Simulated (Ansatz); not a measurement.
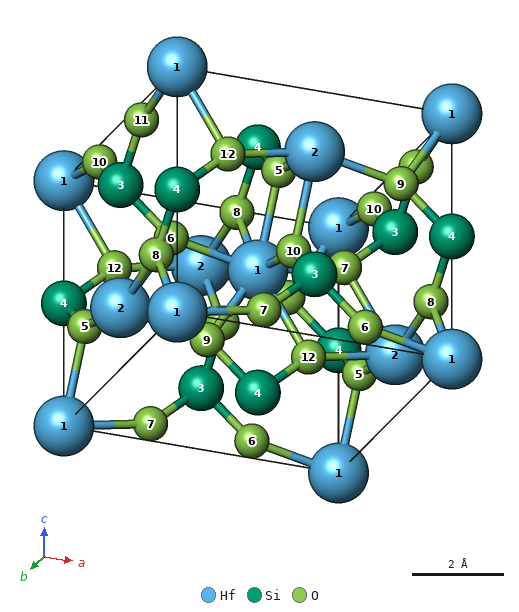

Reference structure: solid HfSiO4 (built on the database structure type) at its r2SCAN-relaxed geometry. A ball-and-stick model of the conventional cell (2 times the calculation's cell), seen from a free direction. Lengths and directions refer to the drawn axes.

Level of theory: DFT, r2SCAN, plane waves, PAW in Ansatz. (plane-wave cutoff 500 eV; k-point mesh 6 × 6 × 6; occupations fixed; no spin polarisation)

Now this is done to it. All lengths are scaled by +2.0 % (volume +6.1 %). The atoms were relaxed with r2SCAN under that strain, and this is a single point on that geometry.

Question: Predict the response.

Answer: It costs 27.1 meV per atom. Pressure: 0.0 GPa before, −12.5 GPa after. The principal stresses (compression positive) are −14.5 GPa along c and −11.5 GPa across it. All forces vanish by symmetry. The band gap goes from 6.00 to 5.65 eV. Some distances before and after: Hf–O 2.117 → 2.173 Å, Hf–O 2.264 → 2.299 Å, O–Si 1.623 → 1.646 Å. The space group stays I4_1/amd (No. 141).

Drawn alike, the variant:

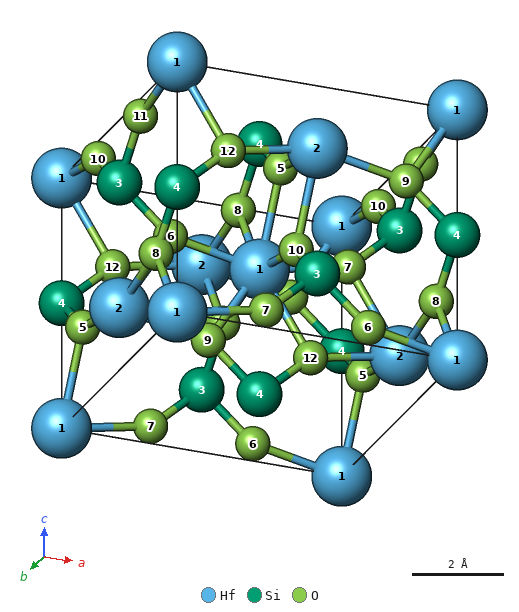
